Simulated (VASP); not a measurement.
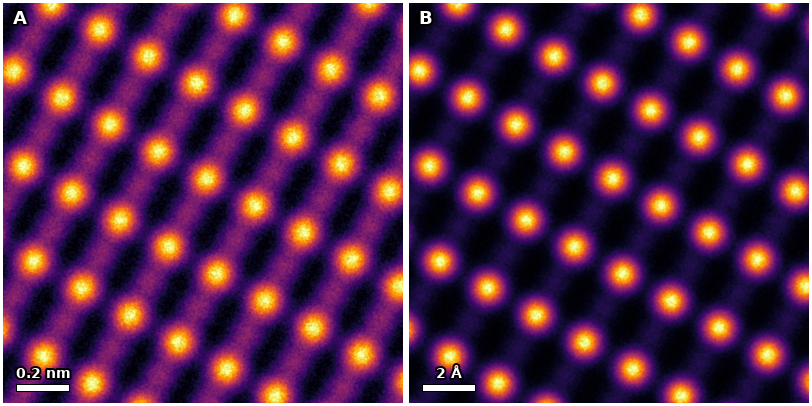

Two simulated images of the same area of AlRu (Pm-3m, No. 221) along [110], with a probe of 1.00 Å. One is incoherent Z contrast (Z^1.7 per atom), the other the projected potential of neutral atoms blurred by the probe (iDPC-like, thin sample). Brightness is counted from the darkest point of the image. Shot noise was added. Structure: the end point of a relaxation with VASP, VASP Kohn-Sham DFT of a periodic cell, B3LYP, VASP PAW PBE potentials, recommended.

### Which panel is which, and how can one tell?

B is the Z-contrast image and A the potential image. The columns of 1 Al per repeat reach about 12 % of the brightest peak (1 Ru) in B but about 36 % in A, mainly since the potential grows much more slowly with atomic number.
